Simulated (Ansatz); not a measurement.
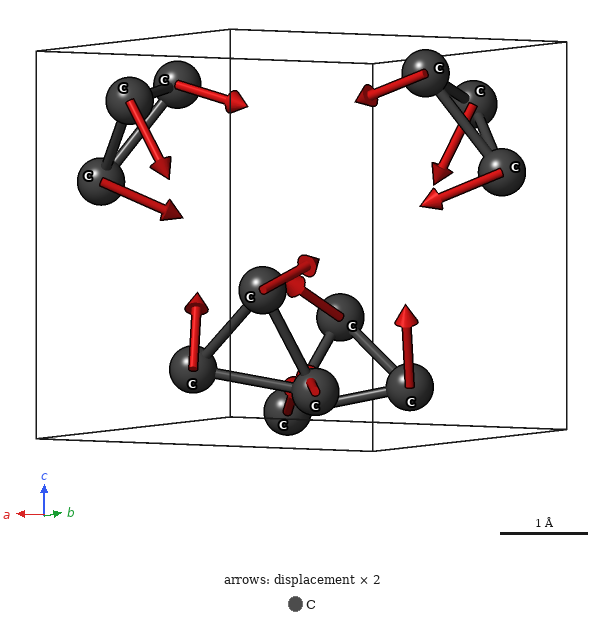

This is a relaxation of crystalline C (a generated structure, set up in P23) (coarse preliminary run). The starting structure is drawn; red arrows show the displacements (the part carried along by the change of the cell is left out), magnified 2 times.

A ball-and-stick model of the cell of the calculation, seen from a free direction.

All numbers below come from DFT PBE, scalar-relativistic, plane waves, PAW in Ansatz 0.2.0. (plane-wave cutoff 420 eV; k-point mesh 4 × 4 × 4; occupations gaussian; smearing width 0.1 eV; no spin polarisation; cell and atoms relaxed; force threshold 0.04 eV/Å; at most 70 steps)

Q: What happened in the run?

A: The largest moves relative to the cell, 0.54 Å, are those of C atoms. The drawn cell changes as follows: a = b = c 4.512 → 4.453 Å (−1.3 %); the volume changes by −3.9 %. Some distances before and after: C–C 1.506 → 2.459 Å, C–C 1.970 → 2.459 Å, C–C 1.659 → 1.475 Å, C–C 1.457 → 1.449 Å. Bonds break: C–C (1.51 → 2.46 Å). Bond angles that change, for instance: C–C–C 141.4° → 150.0°, C–C–C 152.3° → 150.0°. The space group (tolerance 0.01 Å) goes from P23 (No. 195) to P4_232 (No. 208). The energy falls by 409 meV per atom in 8 accepted moves (10 points after the start). The largest force component goes from 2 to 0.0059 eV/Å. Pressure: 33.30 GPa at the start and −0.35 GPa at the end. The line search rejected the trial step at point 7 of the run. The SCF was repeated once at an unchanged geometry on a basis and grid sized afresh for the cell, which shifted the energy by 1.0 meV per atom at most. The run took 35 s on 1 thread of Intel(R) Xeon(R) Platinum 8259CL CPU @ 2.50GHz (Skylake/Cascade Lake), on a shared host, peak memory 0.38 GiB.
